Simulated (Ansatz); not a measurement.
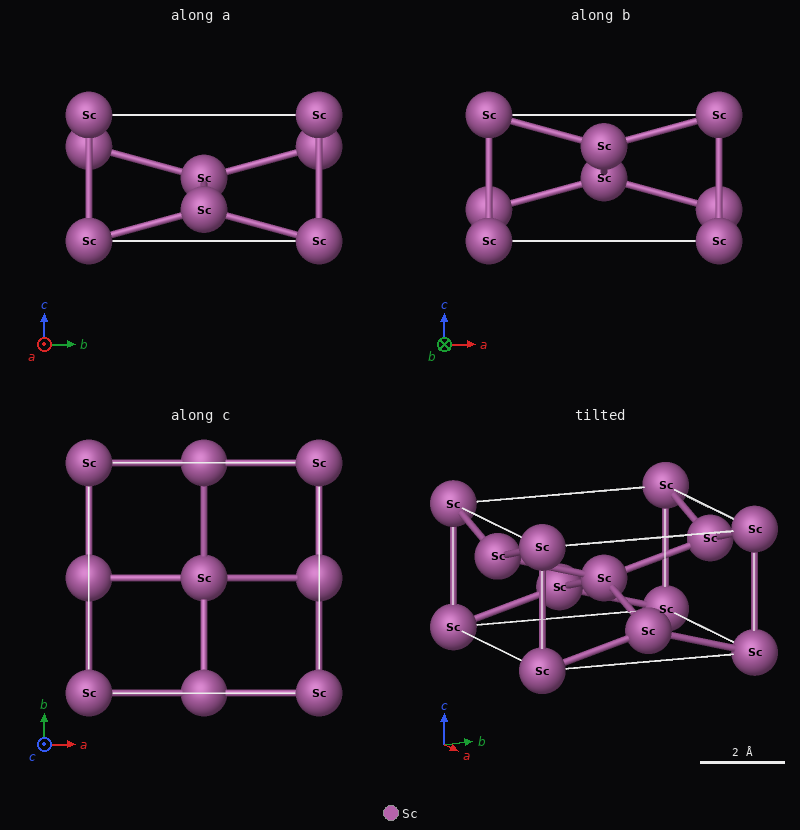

This ball-and-stick model is shown along the a axis, along the b axis, along the c axis and slightly off an axis. The frame is the conventional unit cell; atoms at its boundary are shown with their periodic copies.

Lattice parameters: a = 5.539 Å, b = 5.539 Å, c = 3.034 Å, α = 90.00°, β = 90.00°, γ = 90.00°. Put a along x and b in the xy plane.

> Express the structure as a POSCAR file.

```
Sc
1.0
     5.539    0.000    0.000
     0.000    5.539    0.000
     0.000    0.000    3.034
Sc
4
Direct
  0.0000 0.0000 0.0000
  0.5000 0.0000 0.7500
  0.5000 0.5000 0.5000
  0.0000 0.5000 0.2500
```

The initial geometry was a structure type filled with this element by a generator (whether the element takes this form wasn't checked). Earlier steps of the study may have refined or changed the cell and positions. It was run through Ansatz as a DFT input.

At this level of theory the cell isn't at rest (compressed, at 4 GPa), so its distances can differ from those at equilibrium, the more so the softer the solid.
